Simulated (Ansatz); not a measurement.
## What a change does: single-point calculation on AlN

System: AlN (P1, 8 atoms in the cell, total charge +1).
Method of run 1: DFT with r2SCAN, PAW plane waves, spin-polarised (Ansatz 0.2.0).

The structure is a deliberately distorted cell. Text and figures count atoms from 1; the logs count them from 0 in places.

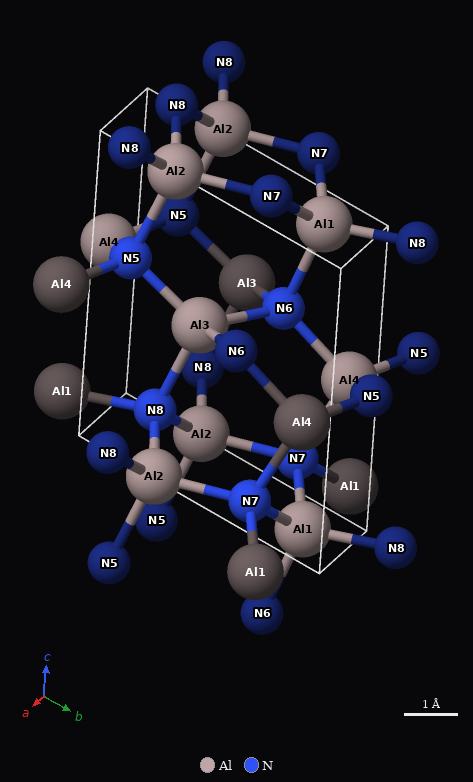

The structure as given in the input (ball-and-stick view of the cell of the calculation, set on other vectors, seen slightly off an axis; neighbours outside the cell are drawn fainter; atoms are numbered from 1 in the order of the input).

## Input file, run 1
```yaml
crystal:
  lattice:
    - [4.599039, 2.566289, 0.060482]
    - [-1.570636, 2.631455, 0.018634]
    - [1.548368, 2.653733, 5.057596]
  atoms:
    - { symbol: Al, position: [0.168878, 0.476877, 0.993058] }
    - { symbol: Al, position: [0.69562, 0.005027, 0.991658] }
    - { symbol: Al, position: [0.104631, 0.746858, 0.484415] }
    - { symbol: Al, position: [0.567763, 0.252709, 0.500728] }
    - { symbol: "N", position: [0.489008, 0.79988, 0.387346] }
    - { symbol: "N", position: [0.959197, 0.314986, 0.382217], spin: 0.3 }
    - { symbol: "N", position: [0.403515, 0.067219, 0.886825] }
    - { symbol: "N", position: [0.903177, 0.557261, 0.876016] }
kpoints:
  mp_grid: { grid: [4, 6, 4], shift: [0.5, 0.0, 0.5] }
magnetization:
  spin_polarized: true
scf:
  occupations: { method: fermi_dirac, width: 0.0406 }
hamiltonian:
  pseudopotentials: { kind: paw }
  xc: r2scan
basis:
  ecutwfc: 500
total_charge: 1.0
output:
  forces: true
  stress: true
  eigenvalues: true
```

Launched with:
```bash
ansatz run input.yaml --threads 1 --pin off --max-ram 2560MiB --backend cpu --events-out ev --progress --plain --runs-dir out
```

Hardware: 1 thread of Arm Neoverse V1, 24 GiB of memory available, shared host.

## Output, shortened to warnings, some set-up lines, iterations and results (run 1)
```
Basis set: ecut = 500 eV, 2063 PW (Γ), exchange–correlation on 160×96×180 points (64 copies of the dense FFT grid, shifted against one another)
Symmetry: 1 space group operations
k-points: 48 of 96 (time reversal used)
Initial density: superposition of atomic densities (chi_scale 0.1, normalization cell, long waves kept (reshape's long-wave potential 0.01 eV rms))
[...]
SCF iter   1: F=—  HF=-3726.565362 eV  |F-HF|=—  |Δ(HF+E_count)|=         —  Δρ=8.34e-2 (↑8.34e-2 ↓8.11e-2)  dr2=2.59e1  dr2_τ=6.53e-1  dr2_m=1.42e-2  M=0.392 μB ∫|m|=0.406 …
SCF iter   2: F=—  HF=-3721.597640 eV  |F-HF|=—  |Δ(HF+E_count)|=    4.97e0  Δρ=4.89e-2 (↑4.89e-2 ↓4.52e-2)  dr2=9.02e0  dr2_τ=5.80e-2  dr2_m=9.66e-3  M=0.518 μB ∫|m|=0.538 …
SCF iter   3: F=—  HF=-3719.629599 eV  |F-HF|=—  |Δ(HF+E_count)|=    1.97e0  Δρ=1.99e-2 (↑1.99e-2 ↓1.95e-2)  dr2=8.13e-1  dr2_τ=5.72e-2  dr2_m=1.87e-3  M=0.541 μB ∫|m|=0.574 …
SCF iter   4: F=—  HF=-3719.935379 eV  |F-HF|=—  |Δ(HF+E_count)|=   3.06e-1  Δρ=1.36e-2 (↑1.33e-2 ↓1.36e-2)  dr2=3.29e-1  dr2_τ=5.25e-3  dr2_m=1.42e-3  M=0.567 μB ∫|m|=0.603 …
SCF iter   5: F=—  HF=-3719.994448 eV  |F-HF|=—  |Δ(HF+E_count)|=   5.91e-2  Δρ=6.69e-3 (↑6.06e-3 ↓6.69e-3)  dr2=7.33e-2  dr2_τ=1.39e-3  dr2_m=8.33e-4  M=0.666 μB ∫|m|=0.706 …
[... 9 lines ...]
SCF iter  15: F=—  HF=-3720.016501 eV  |F-HF|=—  |Δ(HF+E_count)|=   2.36e-7  Δρ=1.03e-5 (↑9.68e-6 ↓1.03e-5)  dr2=2.13e-7  dr2_τ=2.90e-9  dr2_m=7.76e-9  M=0.838 μB ∫|m|=0.907 …
SCF iter  16: F=—  HF=-3720.016501 eV  |F-HF|=—  |Δ(HF+E_count)|=   8.45e-8  Δρ=4.93e-6 (↑4.92e-6 ↓4.93e-6)  dr2=6.00e-8  dr2_τ=6.83e-10  dr2_m=1.17e-9  M=0.838 μB ∫|m|=0.907 …
SCF iter  17: F=—  HF=-3720.016501 eV  |F-HF|=—  |Δ(HF+E_count)|=   2.54e-9  Δρ=3.60e-6 (↑3.19e-6 ↓3.60e-6)  dr2=2.34e-8  dr2_τ=3.66e-10  dr2_m=8.86e-10  M=0.838 μB …
SCF iter  18: F=-3720.016501 eV  HF=-3720.016501 eV  |F-HF|=1.42e-9  |Δ(HF+E_count)|=   6.08e-9  Δρ=1.55e-6 (↑1.32e-6 ↓1.55e-6)  dr2=4.31e-9  dr2_τ=6.65e-11  dr2_m=2.55e-10  …
SCF 1 converged in 18 iterations: F = -3720.016501 eV  dr2 = 4.31e-9
this state was not tested for a lower state beside it, because the mixer in use, unlike msr1, does not test its closes by its own steps (another_mixer; see scf.mixing.algorithm and scf.lower_state_search)
SCF converged after 18 iterations
Magnetization: 0.8375 μB (15.9188 up, 15.0812 down)
Absolute magnetization: 0.9077 μB (∫|ρ↑−ρ↓|, with the PAW one-centre terms)
Spin contamination: 0.0105 ħ² per cell (⟨S²⟩ above its minimum at these occupations)
Per-site moments (μB) at R_I (Å): [(0.002858479747844698, 0.747452608449532), (0.0005505884371233003, 0.7313212592621238), (0.002046861993410129, 0.7522418260920715), (0.0014193572988492748, 0.7323939432346233), (0.0592753185775597, 0.7323939432346233), (0.2665280132493181, 0.7568394590451087), …
Free energy (F): -3720.016501 eV
Harris-Foulkes:  -3720.016501 eV  (|F-HF|=1.42e-9)
Internal energy: -3720.000484 eV  (E = F + TS)
E sigma→0 (E₀):  -3720.008493 eV
Entropy (-TS):   -0.016017 eV (-2.002 meV/atom)
Fermi energy:    6.624123 eV
--- Per-component energies (eV) ---
  E_band       = 42.876733
  E_kinetic    = 629.583991
  E_local      = -882.068757  (includes V_loc(G=0)·N_el)
  E_nonlocal   = 217.445983
  E_hartree    = 304.587184
  E_xc         = -385.611419
  E_vxc        = -462.997809  (∫ρ·V_xc dr)
  E_paw        = -2409.224687  (= ΣΔE_a)
  E_vpaw       = -93.325021  (= ΣTr[D̂ρ^β])
  E_aug_tail   = 0.000075  (compensation charges beyond the density's cutoff)
  E_vtau       = 25.063953  (kinetic-family band-sum trace: ∫τ·v_τ [+ j·A + Jᵃ·Aᵃ] dr)
  E_ewald      = -1194.354164
  E_core_change = -0.358691  (= ΣΔE_core)
  E_smearing   = -0.016017  (= −TS)
  E_closure    = 0.000000  (closes the sum)
  E_deformation_potential = 17.728915  (in the stress; not in F)
  Σ components = -3720.016501   (vs F -3720.016501, Δ=0.00e0)
--- Forces (eV/Å), atoms counted from 1 ---
  atom   1  Al     0.06067935     1.51823422     0.71379388
  atom   2  Al    -0.78646975    -1.85659173     0.92541517
  atom   3  Al    -1.55900818    -0.08561823     0.75897821
  atom   4  Al     1.39347044     0.35321567     0.93654107
  atom   5  N     -1.41636958    -0.37734111    -1.51807776
  atom   6  N      1.98752913     0.29729581    -0.58892396
  atom   7  N      0.53791202    -0.99136431    -0.03036354
  atom   8  N     -0.21779817     1.14229983    -1.19749459
  max |Σ_I F_I| component: 1.32e-4 eV/Å
--- Stress (GPa, compression-positive) ---
       28.169523       1.660281      -1.146752
        1.660223      31.919153      -0.601271
       -1.146871      -0.601070       7.974717
  P = ⅓ Tr σ = 22.6878 GPa (226.878 kbar)
```

For run 2 the input was changed thus:
```diff
-  xc: r2scan
+  xc: revpbe
+  write_density: true
+  write_potential: true
+  elf: true
+  volumetric_format: npy
```

How does run 2 compare with run 1?

The total energies belong to different methods, so their difference says nothing on which is more stable or more accurate. The net moment of the cell goes from 0.84 to 0.24 μB. The pressure goes from 22.69 to 29.96 GPa. The functional changes from r2SCAN to revPBE. The SCF takes 20 iterations against 18.

## Output, shortened to warnings, some set-up lines, iterations and results (run 2)
```
Basis set: ecut = 500 eV, 2063 PW (Γ), exchange–correlation on 80×48×90 points (8 copies of the dense FFT grid, shifted against one another)
Symmetry: 1 space group operations
k-points: 48 of 96 (time reversal used)
Initial density: superposition of atomic densities (chi_scale 0.1, normalization cell, long waves kept (reshape's long-wave potential 0.01 eV rms))
[...]
SCF iter   1: F=—  HF=-3724.073140 eV  |F-HF|=—  |Δ(HF+E_count)|=         —  Δρ=8.66e-2 (↑8.66e-2 ↓8.57e-2)  dr2=2.80e1  dr2_m=9.21e-3  M=0.317 μB ∫|m|=0.331 μB  β_m=0.30  …
SCF iter   2: F=—  HF=-3718.335002 eV  |F-HF|=—  |Δ(HF+E_count)|=    5.74e0  Δρ=4.65e-2 (↑4.65e-2 ↓4.57e-2)  dr2=8.68e0  dr2_m=5.50e-3  M=0.318 μB ∫|m|=0.330 μB  β_m=0.30  …
SCF iter   3: F=—  HF=-3715.943779 eV  |F-HF|=—  |Δ(HF+E_count)|=    2.39e0  Δρ=2.00e-2 (↑2.00e-2 ↓1.96e-2)  dr2=7.95e-1  dr2_m=3.11e-3  M=0.306 μB ∫|m|=0.319 μB  β_m=0.30  …
SCF iter   4: F=—  HF=-3715.882934 eV  |F-HF|=—  |Δ(HF+E_count)|=   6.08e-2  Δρ=1.33e-2 (↑1.33e-2 ↓1.33e-2)  dr2=3.18e-1  dr2_m=2.84e-3  M=0.282 μB ∫|m|=0.297 μB  β_m=0.48  …
SCF iter   5: F=—  HF=-3715.892599 eV  |F-HF|=—  |Δ(HF+E_count)|=   9.67e-3  Δρ=4.32e-3 (↑3.94e-3 ↓4.32e-3)  dr2=4.11e-2  dr2_m=9.74e-4  M=0.274 μB ∫|m|=0.290 μB  β_m=0.49  …
[... 11 lines ...]
SCF iter  17: F=—  HF=-3715.910073 eV  |F-HF|=—  |Δ(HF+E_count)|=   4.06e-7  Δρ=5.96e-6 (↑4.16e-6 ↓5.96e-6)  dr2=7.55e-8  dr2_m=6.71e-9  M=0.245 μB ∫|m|=0.258 μB  β_m=0.96  …
SCF iter  18: F=—  HF=-3715.910073 eV  |F-HF|=—  |Δ(HF+E_count)|=   2.47e-8  Δρ=2.54e-6 (↑2.23e-6 ↓2.54e-6)  dr2=1.86e-8  dr2_m=1.12e-9  M=0.244 μB ∫|m|=0.257 μB  β_m=0.88  …
SCF iter  19: F=—  HF=-3715.910073 eV  |F-HF|=—  |Δ(HF+E_count)|=   2.27e-9  Δρ=9.29e-7 (↑8.98e-7 ↓9.29e-7)  dr2=2.90e-9  dr2_m=1.94e-10  M=0.243 μB ∫|m|=0.257 μB  β_m=0.94  …
SCF iter  20: F=-3715.910073 eV  HF=-3715.910073 eV  |F-HF|=6.79e-10  |Δ(HF+E_count)|=  7.96e-10  Δρ=5.29e-7 (↑4.47e-7 ↓5.29e-7)  dr2=1.13e-9  dr2_m=2.89e-11  M=0.243 μB …
SCF 1 converged in 20 iterations: F = -3715.910073 eV  dr2 = 1.13e-9
SCF converged after 20 iterations
Magnetization: 0.2433 μB (15.6216 up, 15.3784 down)
Absolute magnetization: 0.2573 μB (∫|ρ↑−ρ↓|, with the PAW one-centre terms)
Spin contamination: 0.0059 ħ² per cell (⟨S²⟩ above its minimum at these occupations)
Per-site moments (μB) at R_I (Å): [(0.0009788589130019256, 0.747452608449532), (0.00029317751323121733, 0.7313212592621238), (0.0013192458658419556, 0.7522418260920715), (0.0006442049232417793, 0.7323939432346233), (0.014606935563549292, 0.7323939432346233), (0.09208344525708789, …
Free energy (F): -3715.910073 eV
Harris-Foulkes:  -3715.910073 eV  (|F-HF|=6.79e-10)
Internal energy: -3715.887568 eV  (E = F + TS)
E sigma→0 (E₀):  -3715.898821 eV
Entropy (-TS):   -0.022505 eV (-2.813 meV/atom)
Fermi energy:    6.950856 eV
--- Per-component energies (eV) ---
  E_band       = 61.059567
  E_kinetic    = 625.976053
  E_local      = -877.924826  (includes V_loc(G=0)·N_el)
  E_nonlocal   = 219.263640
  E_hartree    = 301.785214
  E_xc         = -398.944984
  E_vxc        = -419.650122  (∫ρ·V_xc dr)
  E_paw        = -2391.575736  (= ΣΔE_a)
  E_vpaw       = -90.175639  (= ΣTr[D̂ρ^β])
  E_aug_tail   = 0.000079  (compensation charges beyond the density's cutoff)
  E_ewald      = -1194.354164
  E_core_change = -0.112844  (= ΣΔE_core)
  E_smearing   = -0.022505  (= −TS)
  E_closure    = -0.000000  (closes the sum)
  E_deformation_potential = 17.728915  (in the stress; not in F)
  Σ components = -3715.910073   (vs F -3715.910073, Δ=0.00e0)
--- Forces (eV/Å), atoms counted from 1 ---
  atom   1  Al     0.06613106     1.53949386     0.85271360
  atom   2  Al    -0.79386938    -1.88722328     0.86013754
  atom   3  Al    -1.68771018    -0.09441335     0.64520407
  atom   4  Al     1.43394854     0.38767191     1.10102521
  atom   5  N     -1.35335786    -0.33217314    -1.57048387
  atom   6  N      1.98637700     0.20454677    -0.60030969
  atom   7  N      0.60583628    -0.97321771    -0.09197061
  atom   8  N     -0.25735256     1.15531491    -1.19632043
  max |Σ_I F_I| component: 4.18e-6 eV/Å
--- Stress (GPa, compression-positive) ---
       35.754070       1.829451      -1.250610
        1.829513      39.038559      -0.809403
       -1.250604      -0.809307      15.090717
  P = ⅓ Tr σ = 29.9611 GPa (299.611 kbar)
```

## The two runs side by side

| quantity | run 1 | run 2 |
| --- | --- | --- |
| outcome | converged | converged |
| free energy per atom (eV) | −465.0021 | −464.4888 |
| energy per atom, smearing taken to zero (eV) | −465.0011 | −464.4874 |
| net moment of the cell (μB) | 0.84 | 0.24 |
| absolute moment of the cell (μB) | 0.91 | 0.26 |
| pressure (GPa) | 22.69 | 29.96 |
| largest force (eV/Å) | 2.219 | 2.221 |
| SCF iterations | 18 | 20 |
| irreducible k-points | 48 | 48 |
| plane waves at Γ | 2063 | 2063 |
| wall time (shared host) | 1.7 min | 83 s |

For run 1: Warnings: the state was not tested for a lower one.
